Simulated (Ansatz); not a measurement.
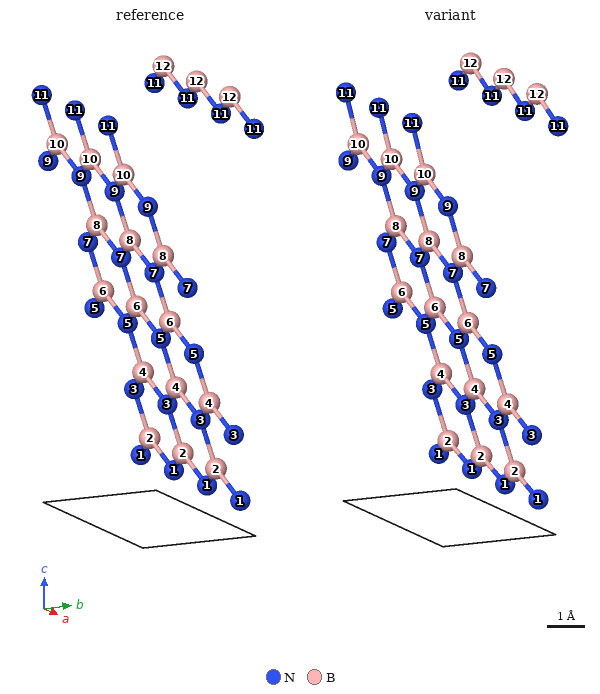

Left: a (1 1 1) slab of BN as cut from the relaxed bulk. Right: the same structure after one change, at the same scale. A ball-and-stick model of the 3 × 1 repeat of the cell, outlined in the plane, without the vacuum, seen slightly off an axis.

Method: Ansatz, DFT PBE+D3(BJ), scalar-relativistic, plane waves, PAW. (plane-wave cutoff 420 eV; occupations gaussian; no spin polarisation) The k-mesh is chosen for each cell (12×12×12, 11×8×1). Smearing widths differ between the runs.

The atoms of the slab are relaxed at the bulk's in-plane cell.

Q: And its effect?

A: The surface energy (mean of the two faces) falls from 6.24 to 6.10 J/m². The top spacing, between the B and N planes, goes from 0.69 to 0.69 Å (−0.1 %), the bottom one (N to B) from 0.69 to 0.58 Å (−16.2 %). The lattice vectors keep their values. The atom that moves furthest relative to the layer's centre is B12 (0.22 Å at 74° to the normal (+c side)). Largest moves by element: B 0.22 Å, N 0.14 Å. Some distances before and after: B–N 1.447 → 1.394 to 1.517 Å.
